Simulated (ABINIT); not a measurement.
System: CdI2-type ZrS2, space group P-3m1, 3 atoms in the cell.

```cif
data_structure
_symmetry_space_group_name_H-M 'P-3m1'
_symmetry_Int_Tables_number 164
_cell_length_a 3.6914
_cell_length_b 3.6914
_cell_length_c 6.0411
_cell_angle_alpha 90.000
_cell_angle_beta 90.000
_cell_angle_gamma 120.000
_cell_volume 71.29
loop_
_atom_site_label
_atom_site_type_symbol
_atom_site_symmetry_multiplicity
_atom_site_Wyckoff_symbol
_atom_site_fract_x
_atom_site_fract_y
_atom_site_fract_z
_atom_site_occupancy
Zr1 Zr 1 a 0.00000 0.00000 0.00000 1
S1 S 2 d 0.33333 0.66667 0.23791 1
```

ABINIT 10.8.3 (patched build); TB-mBJ, JTH PAW LDA v2.0, no spin polarisation, no spin-orbit coupling, 7×7×4 k mesh, 653 eV cutoff, Fermi-Dirac smearing of 0.05 eV.

What does the calculation give for the electronic structure? The path is Γ–M–K–Γ–A–L–H–A.

The bands leave a gap. The gap along this path is 1.51 eV and indirect, from the valence-band top between K and Γ to the conduction-band bottom at L; the smallest direct gap is 2.01 eV, at Γ. At Γ the top valence band lies only 0.04 eV lower. The top valence band spans 1.7 eV and the lowest conduction band 1.2 eV. The direct gaps are 2.27 eV at L, 4.06 eV at K and 2.01 eV at Γ.

The constant c of TB-mBJ comes from the pseudo density here, which moves gaps by up to 0.3 eV between sets of potentials. The PAW data sets were made with another functional. The cell is a database's computed one.

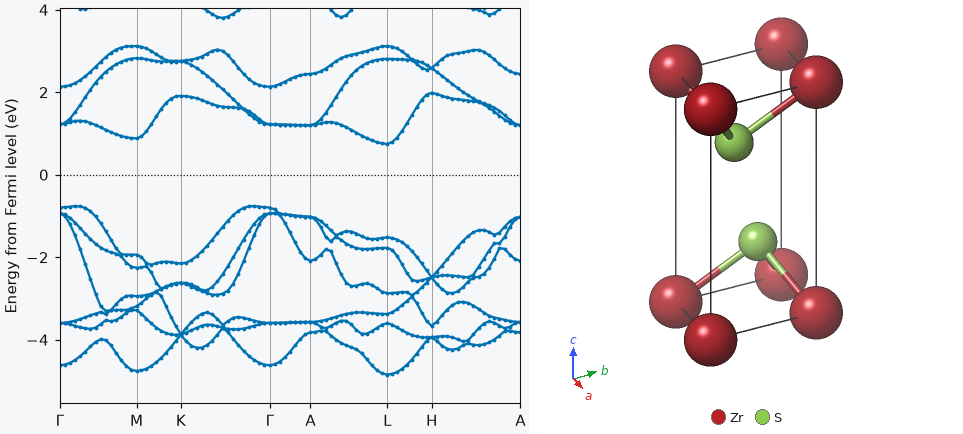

Band structure, beside the structure. Energies are counted from the Fermi level. The path runs straight from each named point to the next.
